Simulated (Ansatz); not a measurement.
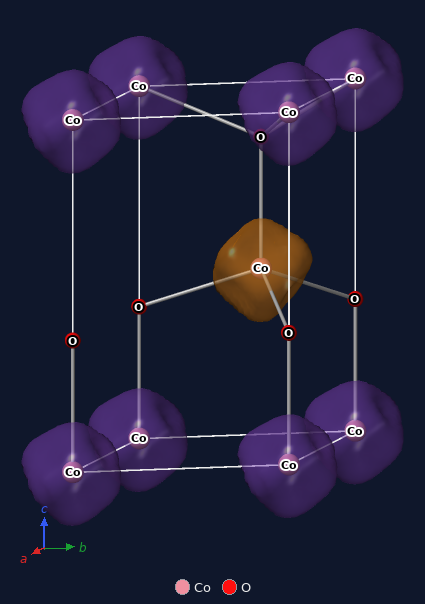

*CoO. Isosurfaces of the spin density (up minus down) at +0.4 (orange) and −0.4 e/Å³ (purple), seen slightly off an axis. Sticks mark near contacts.*

Space group P6₃mc; a structure from a database of computed crystals, not necessarily the ambient phase; the SCF solution may not be the lowest one; Hubbard U of 3.32 eV on Co d only; PAW files of the earlier set (soft_1); spin-polarised.

Computed with Ansatz 0.2.0, DFT PBE+U, scalar-relativistic, plane waves, PAW.

Core electrons are frozen (PAW), and the valence fields are smoothed inside the atomic spheres.

Which atoms carry the moments, and with what signs?

Answer. The spin density sits on Co: +2.4 μB and −2.4 μB in one cell of 4 atoms, with smaller moments on other sites: O (±0.09 μB): antiferromagnetic in this solution, which needn't be the ground state, with some nearest magnetic neighbours parallel and some opposed. The cell of the calculation (4 atoms) carries 0.0 μB of net spin moment.
